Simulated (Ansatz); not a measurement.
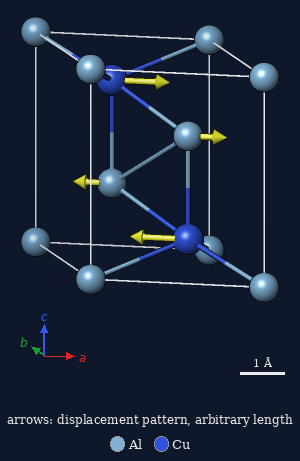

The lowest optical mode of crystalline Al3Cu2, space group P-3m1 (No. 164), at the zone centre. Displacements are drawn as yellow arrows; their common scale and sign are arbitrary. A ball-and-stick model of the cell of the calculation, seen slightly off an axis.

These are results of DFT PBEsol, scalar-relativistic, plane waves, PAW (Ansatz 0.2.0), not measurements. Set-up: plane-wave cutoff 420 eV; k-point mesh 12 × 12 × 8; occupations fermi dirac; smearing width 0.15 eV; no spin polarisation.

The frequencies depend somewhat on the k-mesh and the smearing.

Is this crystal at a minimum with respect to the drawn distortion?

Answer. Yes: this softest mode has a real frequency, and so have all others here. That speaks for this wave vector alone: the rest of the zone wasn't checked in this run. This is the E_g mode (doubly degenerate; one member of the set is drawn) at 125 cm⁻¹, the lowest optical level, Raman-active by symmetry. The Al (1a) atoms stay at rest; all motion is along a; atoms of one kind move against one another, with no net shift of any sublattice; the kinetic energy is shared as Cu 86 %, Al 14 %.
